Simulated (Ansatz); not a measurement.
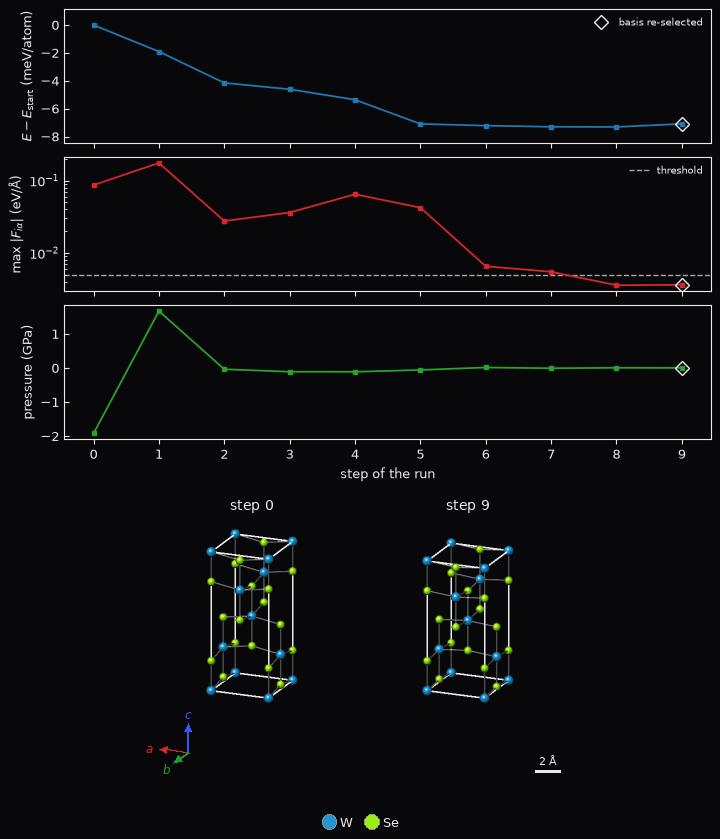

First and last geometry of a relaxation of crystalline WSe2 (built on the anatase type), with the history of the run. The picture is a ball-and-stick view of the conventional cell (2 times the calculation's cell), seen from a free direction. Lengths and directions refer to the drawn axes.

The calculation used Ansatz 0.2.0, DFT, r2SCAN, plane waves, PAW. (plane-wave cutoff 500 eV; k-point mesh 6 × 6 × 6; occupations fermi dirac; smearing width 0.02 eV; no spin polarisation; cell and atoms relaxed; force threshold 0.005 eV/Å)

> Did the run converge, and what did it change?

It converged. The largest moves relative to the cell, 0.17 Å, are those of Se atoms. W stays in place. The drawn cell changes as follows: a = b 5.003 → 5.006 Å (0.0 %), c 11.753 → 10.980 Å (−6.6 %); the volume changes by −6.5 %. Among the contacts that change: Se–W 2.535 → 2.512 Å. Bond angles that change, for instance: Se–W–Se 161.3° → 170.1°, W–Se–W 161.3° → 170.1°, Se–W–Se 99.3° → 95.0°. The space group stays I4_1/amd (No. 141). The energy falls by 7.1 meV per atom in 8 accepted moves (9 points after the start). Largest force component: 0.087 eV/Å at the start, 0.0036 eV/Å at the end. The pressure goes from −1.92 to 0.00 GPa. At 1 point the geometry stayed and the basis and grid were re-selected for the new cell (energy shift of 0.2 meV per atom at most each time).
